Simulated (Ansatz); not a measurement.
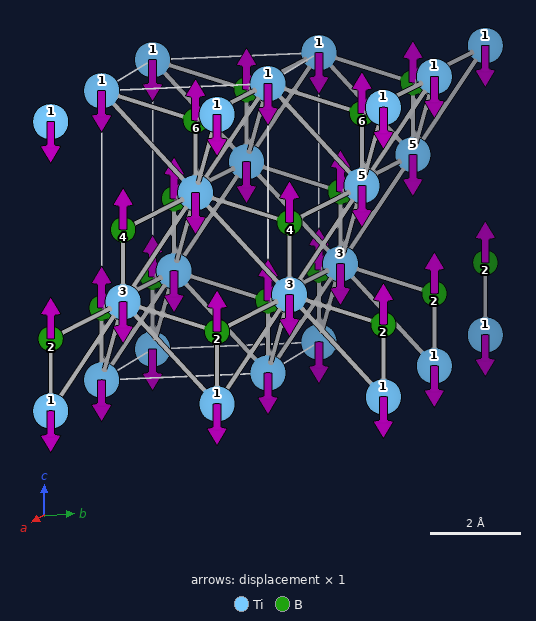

A relaxation of a crystal of TiB (a generated structure, set up in R3m). The starting structure is drawn; purple arrows show the displacements (the part carried along by the change of the cell is left out), at their true length.

Style: ball-and-stick. Shown: the cell of the calculation, reduced to other axes, repeated 2 × 2 × 1 with one cell outlined, slightly off an axis. Lengths and directions refer to the drawn axes.

Case: stacking ABC.

Level of theory: DFT PBEsol, scalar-relativistic, plane waves, PAW in Ansatz. Settings: plane-wave cutoff 420 eV; k-point mesh 12 × 12 × 7; occupations gaussian; smearing width 0.1 eV; no spin polarisation; cell and atoms relaxed; force threshold 0.01 eV/Å; at most 45 steps.

Question: Describe the change and its energy.

Answer: After 16 accepted moves (18 points after the start) the energy has fallen by 1823 meV per atom. Largest force component: 9.2 eV/Å at the start, under 0.0001 eV/Å at the end. The pressure goes from 21.01 to 0.01 GPa. The SCF was repeated twice at an unchanged geometry on a basis and grid sized afresh for the cell, which shifted the energy by 3.1 meV per atom at most. The largest moves relative to the cell, 0.97 Å, are those of Ti1, B2, Ti3, B4, Ti5 and B6. B6 goes along +c. Largest moves by element: B 0.97 Å, Ti 0.97 Å. Cell: a = b 3.830 → 3.172 Å (−17.2 %), c 6.620 → 7.790 Å (+17.7 %). Volume −19.3 %. Some distances before and after: Ti1–B2 1.655 → 3.895 Å, B2–Ti5 3.535 → 2.245 Å, Ti1–Ti1 3.830 → 3.172 Å, Ti1–Ti3 3.124 → 3.177 Å. New bonds form: B2–Ti5 (3.53 → 2.24 Å), Ti1–B4 (3.53 → 2.24 Å), Ti3–B6 (3.53 → 2.24 Å). Bonds break: Ti1–B2 (1.65 → 3.89 Å), Ti3–B4 (1.65 → 3.89 Å), Ti5–B6 (1.65 → 3.89 Å). Bond angles that change, for instance: Ti5–B4–Ti5 114.3° → 89.9°. The space group (tolerance 0.01 Å) goes from R3m (No. 160) to Fm-3m (No. 225).
